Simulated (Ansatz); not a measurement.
MgO: several calculations on one system

Part 1: Relaxation

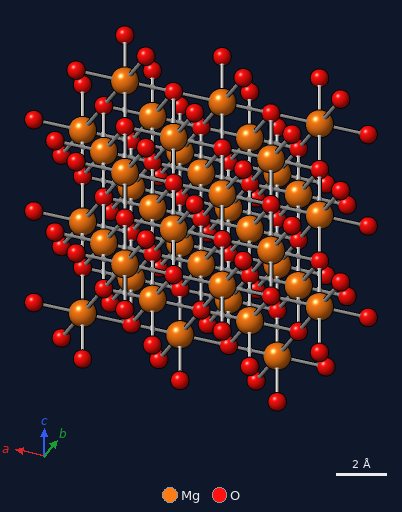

Solid MgO (set up in Fm-3m), before the relaxation. A ball-and-stick model of the conventional cell (4 times the calculation's cell), repeated 2 × 1 × 2 with one cell outlined, seen from a free direction. Lengths and directions refer to the drawn axes.

The calculation used DFT r2SCAN, scalar-relativistic, plane waves, PAW in Ansatz 0.2.0.

Input
```yaml
crystal:
  lattice:
    - [0.0, 2.13515, 2.13515]
    - [2.13515, 0.0, 2.13515]
    - [2.13515, 2.13515, 0.0]
  atoms:
    - { symbol: Mg, position: [0.0, 0.0, 0.0] }
    - { symbol: O, position: [0.5, 0.5, 0.5] }
basis:
  ecutwfc: 500
kpoints:
  mp_grid: { grid: [10, 10, 10] }
hamiltonian:
  xc: r2scan
scf:
  occupations: { method: gaussian, width: 0.02 }
output:
  forces: true
  stress: true
  eigenvalues: true
  write_density: true
  write_potential: true
  elf: true
  volumetric_format: npy
relax:
  adjacent_minimum: "off"
  f_tol: 0.005
  max_steps: 80
  cell: { stress_tol: 0.05 }
```

Command:
```bash
ansatz run input.yaml --threads 2 --pin off --max-ram 5120MiB --backend cpu --events-out ev --progress --plain --runs-dir out
```

### What does the optimiser find from here?

The atoms keep their places relative to the cell (all moves are under 0.005 Å). The volume changes by −4.6 %, with a = b = c 4.270 → 4.204 Å (−1.5 %). Among the contacts that change: Mg1–O2 2.135 → 2.102 Å. The space group stays Fm-3m (No. 225). After 3 accepted moves (4 points after the start) the energy has fallen by 20.3 meV per cell of the calculation. All forces vanish by symmetry, so only the cell relaxes. The pressure goes from −7.07 to 0.03 GPa. The SCF was repeated once at an unchanged geometry on a basis and grid sized afresh for the cell, which shifted the energy by 0.5 meV per cell of the calculation at most.

The end point in the same view:

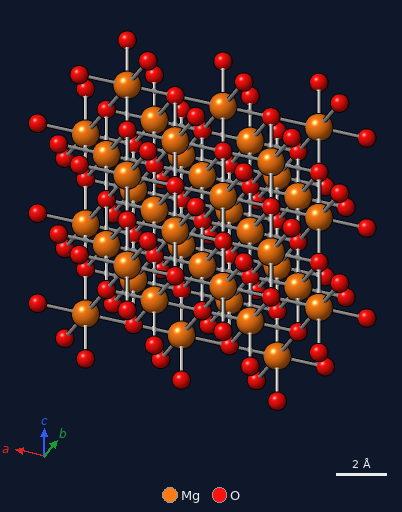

Part 2: Relaxation

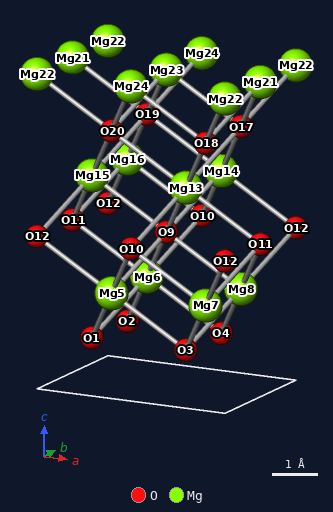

Starting structure of a slab of composition MgO (cut from the Fm-3m phase). A ball-and-stick model of the cell of the calculation, outlined in the plane, without the vacuum, seen slightly off an axis.

Case: clean slab, lower planes held. The slab is the (1 1 1) face of MgO. 12 atoms are held fixed.

Computed with Ansatz 0.2.0, DFT PBE, scalar-relativistic, plane waves, PAW.

The input:
```yaml
crystal:
  lattice:
    - [6.0158464379, 0.0, 0.0]
    - [-3.007923219, 5.2098758405, 0.0]
    - [0.0, 0.0, 22.1398975599]
  atoms:
    - { symbol: O, position: [0.1666666667, 0.3333333333, 0.3613386186] }
    - { symbol: O, position: [0.1666666667, 0.8333333333, 0.3613386186] }
    - { symbol: O, position: [0.6666666667, 0.3333333333, 0.3613386186] }
    - { symbol: O, position: [0.6666666667, 0.8333333333, 0.3613386186] }
    - { symbol: Mg, position: [0.3333333333, 0.1666666667, 0.4168031712] }
    - { symbol: Mg, position: [0.3333333333, 0.6666666667, 0.4168031712] }
    - { symbol: Mg, position: [0.8333333333, 0.1666666667, 0.4168031712] }
    - { symbol: Mg, position: [0.8333333333, 0.6666666667, 0.4168031712] }
    - { symbol: O, position: [0.5, 0.5, 0.4722677237] }
    - { symbol: O, position: [0.5, 0.0, 0.4722677237] }
    - { symbol: O, position: [0.0, 0.5, 0.4722677237] }
    - { symbol: O, position: [0.0, 0.0, 0.4722677237] }
    - { symbol: Mg, position: [0.6666666667, 0.3333333333, 0.5277322763] }
    - { symbol: Mg, position: [0.6666666667, 0.8333333333, 0.5277322763] }
    - { symbol: Mg, position: [0.1666666667, 0.3333333333, 0.5277322763] }
    - { symbol: Mg, position: [0.1666666667, 0.8333333333, 0.5277322763] }
    - { symbol: O, position: [0.8333333333, 0.6666666667, 0.5831968288] }
    - { symbol: O, position: [0.8333333333, 0.1666666667, 0.5831968288] }
    - { symbol: O, position: [0.3333333333, 0.6666666667, 0.5831968288] }
    - { symbol: O, position: [0.3333333333, 0.1666666667, 0.5831968288] }
    - { symbol: Mg, position: [0.0, 0.5, 0.6386613814] }
    - { symbol: Mg, position: [0.0, 0.0, 0.6386613814] }
    - { symbol: Mg, position: [0.5, 0.5, 0.6386613814] }
    - { symbol: Mg, position: [0.5, 0.0, 0.6386613814] }
basis:
  ecutwfc: 420
kpoints:
  mp_grid: { grid: [3, 3, 1] }
hamiltonian:
  xc: pbe
scf:
  occupations: { method: gaussian, width: 0.05 }
output:
  forces: true
  eigenvalues: true
relax:
  adjacent_minimum: "off"
  f_tol: 0.03
  max_steps: 70
  constraints: [{ sites: [0, 1, 2, 3, 4, 5, 6, 7, 8, 9, 10, 11] }]
efield:
  axis: 3
  dipole_correction: true
  ramp_width: 0.04
```

Launched with:
```bash
ansatz run input.yaml --threads 4 --pin off --max-ram 10240MiB --backend cpu --events-out ev --progress --plain --runs-dir out
```

What does the optimiser find from here?

Answer. The largest moves, 0.11 Å, are those of Mg13, Mg14, Mg15 and Mg16. Mg13 goes along the normal (−c). By element the largest moves are Mg 0.11 Å, O 0.04 Å. The cell stays as it was. Among the contacts that change: Mg13–O17 2.127 → 2.216 Å, O10–Mg13 2.127 → 2.065 Å. Among the angles between lasting bonds that change: O10–Mg16–O17 180.0° → 174.4°, Mg13–O20–Mg22 180.0° → 174.6°, O17–Mg16–O19 90.0° → 85.5°. After 4 geometry steps the energy has fallen by 0.407 eV per cell of the calculation. Largest force component: 1.4 eV/Å at the start, 0.002 eV/Å at the end. The run took 46 s on 4 threads of Arm Neoverse V1, with other jobs on the host, peak memory 1.3 GiB.

The end point in the same view:

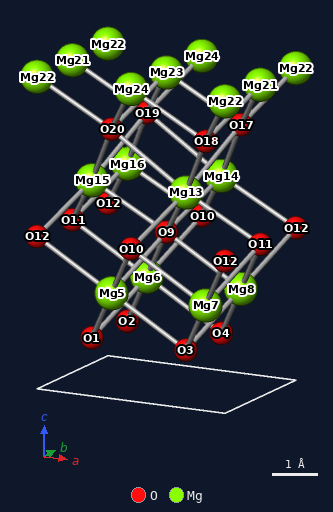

Part 3: Scan

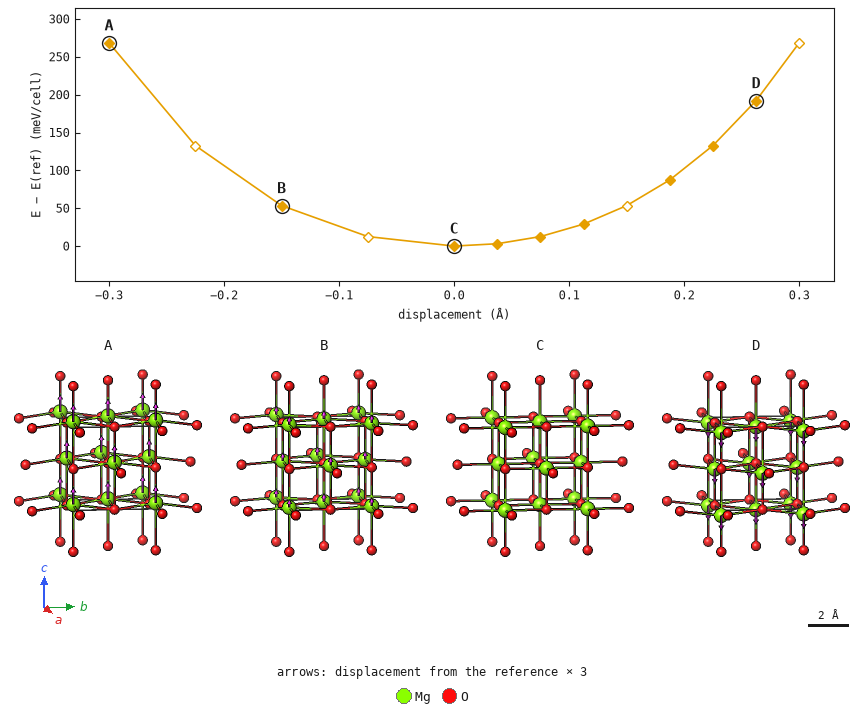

A scan of a crystal of MgO (Fm-3m): the whole Mg sublattice is shifted rigidly, towards the nearest copy of atom 2 (O) at 2.135 Å, all else fixed. The lettered frames are marked on the plot. Hollow markers are points alike by symmetry, not computed again. Style: ball-and-stick. Shown: the conventional cell (4 times the calculation's cell), along the a axis, with a slight tilt. Purple arrows: displacements from the reference. Lengths and directions refer to the drawn axes.

These are results of Ansatz, DFT PBEsol, scalar-relativistic, plane waves, PAW, not measurements. (plane-wave cutoff 420 eV; k-point mesh 10 × 10 × 10; occupations gaussian; smearing width 0.05 eV; no spin polarisation). Energies (free energies at the smearing named) are counted from the cell as listed in its source, which wasn't relaxed.

Describe the profile.

Of the computed points the lowest is at the displacement 0.00 Å, 0.0 meV/cell. The end points stand at 268.5 meV/cell (−0.30 Å) and 268.5 meV/cell (0.30 Å). The curvature at zero is about 4.5 eV/Å² per cell. The well is symmetric. At the highest point the shortest interatomic distance is 1.83 Å, against 2.13 Å in the reference. The distortion takes the space group from Fm-3m to I4mm.

The computed points:

| displacement (Å) | E − E(ref) (meV/cell) |
| --- | --- |
| −0.3000 | 268.5 |
| −0.2250 | 132.8 |
| −0.1500 | 53.4 |
| −0.0750 | 12.5 |
| 0.0000 | 0.0 |
| 0.0375 | 3.1 |
| 0.0750 | 12.5 |
| 0.1125 | 29.0 |
| 0.1500 | 53.4 |
| 0.1875 | 87.4 |
| 0.2250 | 132.8 |
| 0.2625 | 192.1 |
| 0.3000 | 268.5 |

Points that are alike by symmetry were computed once.
